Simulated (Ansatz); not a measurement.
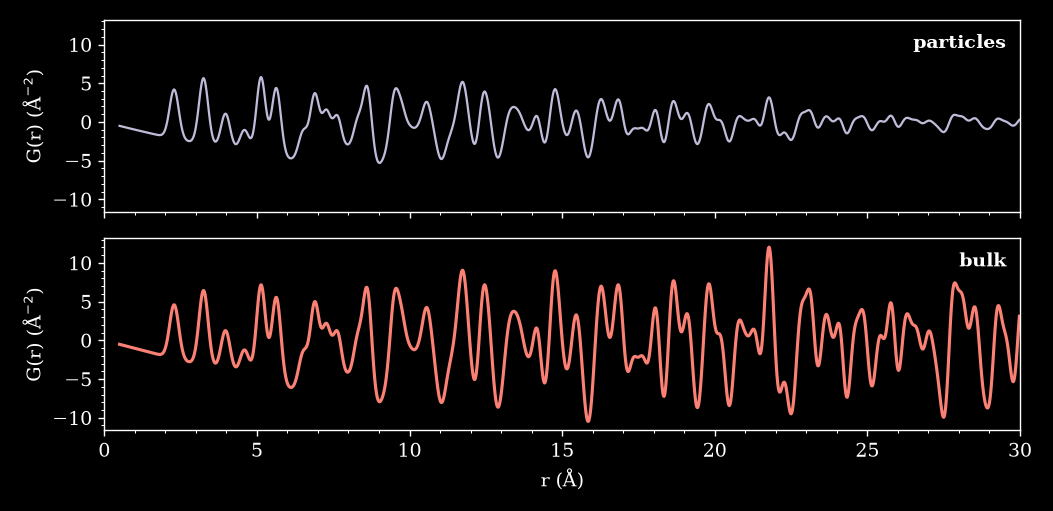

Simulated X-ray pair distribution function, G(r) = R(r)/r − 4πρ₀r, summed over the atomic distances of the structure with each pair weighted by the product of the atomic numbers (X-ray weights at Q = 0); every distance is a Gaussian of σ = 0.15 Å, for spherical particles of Mn with the bulk structure: the bulk G(r) is multiplied by the envelope of a sphere of diameter D, 1 − 3r/2D + r³/2D³, with no surface relaxation. The number density is 0.0819 atoms per Å³. Basis of the simulation: the input geometry of an electronic-structure calculation (not necessarily at equilibrium); the starting structure was generated, so it need not be a known form of this composition.

> How large are the particles?

About 40 Å: the amplitude is half of the bulk value at r ≈ 13.9 Å.

> Roughly how many atoms does one particle hold?

About 2700 (number density 0.0819 Å⁻³ times πD³/6).
